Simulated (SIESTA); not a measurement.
## TiO2: 7 runs along one coordinate

System: TiO2 (P4₂/mnm, 6 atoms in the cell).
Method: Kohn-Sham DFT of a periodic cell, LDA, PseudoDojo 0.4 standard, converted to PSML, no spin polarisation (SIESTA 5.4.2).

The 7 runs differ only in the geometry, by an even scaling of the cell at fixed fractional positions. The structure derives from a Materials Project entry.

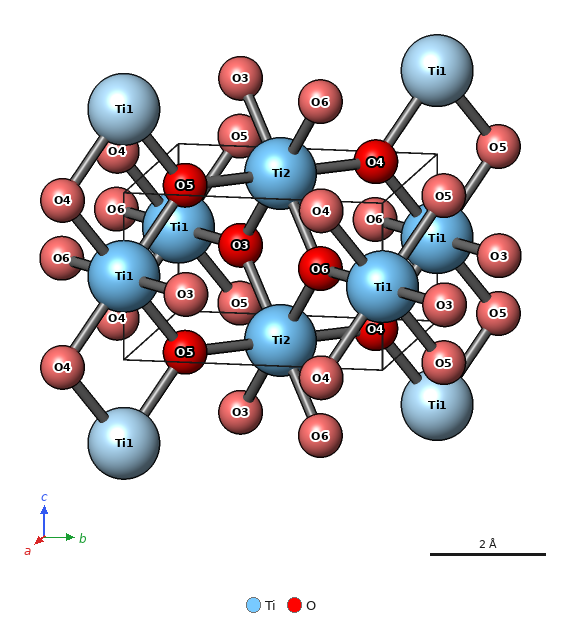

Figure 1. The structure of run 4 (ball-and-stick view of the cell of the calculation, seen slightly off an axis; neighbours outside the cell are drawn fainter; atoms are numbered from 1 in the order of the input). An atom can appear more than once, as a periodic image.

### Input of run 4
```
SystemName                      TiO2
SystemLabel                     TiO2
NumberOfSpecies                 2
NumberOfAtoms                   6
%block ChemicalSpeciesLabel
  1  22 Ti
  2   8 O
%endblock ChemicalSpeciesLabel

LatticeConstant                 1.0 Ang
%block LatticeVectors
     4.5998373239     0.0000000000     0.0000000000
     0.0000000000     4.5998373239     0.0000000000
     0.0000000000     0.0000000000     2.9592135600
%endblock LatticeVectors
AtomicCoordinatesFormat         Fractional
%block AtomicCoordinatesAndAtomicSpecies
     0.0000000000     0.0000000000     0.5000000000  1  Ti
     0.5000000000     0.5000000000     0.0000000000  1  Ti
     0.3043213200     0.3043213200     0.5000000000  2  O
     0.1956786800     0.8043213200     0.0000000000  2  O
     0.8043213200     0.1956786800     0.0000000000  2  O
     0.6956786800     0.6956786800     0.5000000000  2  O
%endblock AtomicCoordinatesAndAtomicSpecies

%block kgrid.MonkhorstPack
    4   0   0  0.0
    0   4   0  0.0
    0   0   7  0.0
%endblock kgrid.MonkhorstPack
XC.Functional                   LDA
XC.Authors                      PW92
PAO.BasisSize                   DZP
PAO.EnergyShift                 0.003 Ry
Mesh.Cutoff                     800 Ry
OccupationFunction              FD
ElectronicTemperature           0.05 eV
MaxSCFIterations                120
SCF.MustConverge                false
SCF.Mixer.Method                Pulay
SCF.Mixer.Weight                0.25
SCF.Mixer.History               8
SCF.DM.Tolerance                5.0e-05
SCF.H.Tolerance                 1.0e-03 eV
WriteForces                     true
Charge.Mulliken                 end
%block PAO.Basis
  Ti 5
  n=3 0 2
    3.157 0.000
  n=4 0 2
    8.686 0.000
  n=3 1 2
    3.575 0.000
  n=4 1 1
    8.686
  n=3 2 2
    6.229 0.000
%endblock PAO.Basis
```

Command:
```bash
siesta TiO2.fdf > TiO2.out 2>&1
```

Lattice vectors (Å) and fractional positions of run 4:
```
   4.599837    0.000000    0.000000
   0.000000    4.599837    0.000000
   0.000000    0.000000    2.959214
Ti  0.000000  0.000000  0.500000
Ti  0.500000  0.500000  0.000000
O   0.304321  0.304321  0.500000
O   0.195679  0.804321  0.000000
O   0.804321  0.195679  0.000000
O   0.695679  0.695679  0.500000
```

Run 2 differs from it as follows:
```diff
-     4.5998373239     0.0000000000     0.0000000000
-     0.0000000000     4.5998373239     0.0000000000
-     0.0000000000     0.0000000000     2.9592135600
+     4.5376697393     0.0000000000     0.0000000000
+     0.0000000000     4.5376697393     0.0000000000
+     0.0000000000     0.0000000000     2.9192192849
```

### Results, with one run withheld

| run | volume per atom (Å³) | free energy per atom, from the lowest run given (meV) | pressure (GPa) | gap on the mesh (eV) |
| --- | --- | --- | --- | --- |
| 1 | 9.809 | 13.71 | 11.35 | 1.82 |
| 2 | 10.018 | ? | ? | ? |
| 3 | 10.227 | 0.00 | −0.40 | 1.73 |
| 4 | 10.435 | 3.78 | −5.33 | 1.68 |
| 5 | 10.644 | 13.69 | −9.80 | 1.64 |
| 6 | 10.853 | 29.14 | −13.81 | 1.60 |
| 7 | 11.062 | 49.51 | −17.37 | 1.56 |

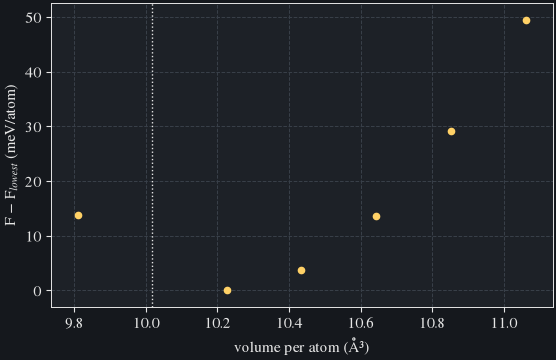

Figure 2. Free energy per atom of the runs given; the dotted line marks run 2.

What should run 2 give?

A cubic polynomial in V^(−2/3) (the Birch–Murnaghan form), fitted to the 6 runs given, misses them by at most 0.01 meV per atom. With x = V^(−2/3) − 0.20866 Å⁻², it reads F = 5.884 − 3103.2 x + 4.0664e+05 x² + 3.1499e+05 x³ (meV per atom). At run 2 it gives 3.04 meV per atom, and the run itself gives 3.04. The slope of the fit gives a pressure −dF/dV of 5.15 GPa there, and the run prints 5.17 GPa. The fit has its minimum at 10.211 Å³ per atom, where V d²F/dV² gives 258 GPa. Cell shape and fractional positions are held, so this is the stiffness under even scaling; the relaxed bulk modulus wasn't computed. The gap on the mesh goes, without turning, from 1.82 eV in run 1 to 1.56 eV in run 7; run 2 has 1.77 eV. These are gaps of this functional on this mesh, which can miss the band edges; they aren't the measured gap.

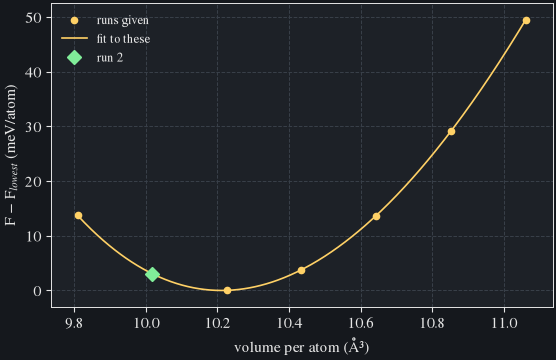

Figure 3. The fit and the withheld run.

### Some lines of the output (run 2)
```
[...]
outcell: Cell volume (Ang**3)        :     60.1080
stepf: Fermi-Dirac step function
siesta: Etot    =     -5013.606648
siesta: FreeEng =     -5013.606648
        iscf     Eharris(eV)        E_KS(eV)     FreeEng(eV)     dDmax    Ef(eV) dHmax(eV)
siesta: E_KS(eV) =            -5035.0107
siesta: E_KS - E_eggbox =     -5035.0107
siesta: Etot    =     -5035.010696
siesta: FreeEng =     -5035.010696
siesta:         Fermi =      -7.617422
siesta: Cell volume =         60.108029 Ang**3
    Orbital volume contribution        =           4.099988 eV
```

Notes: Points of doubt noted for this run: mulliken charges of long orbitals. With a small basis of atomic orbitals these values can differ much from converged plane-wave results.
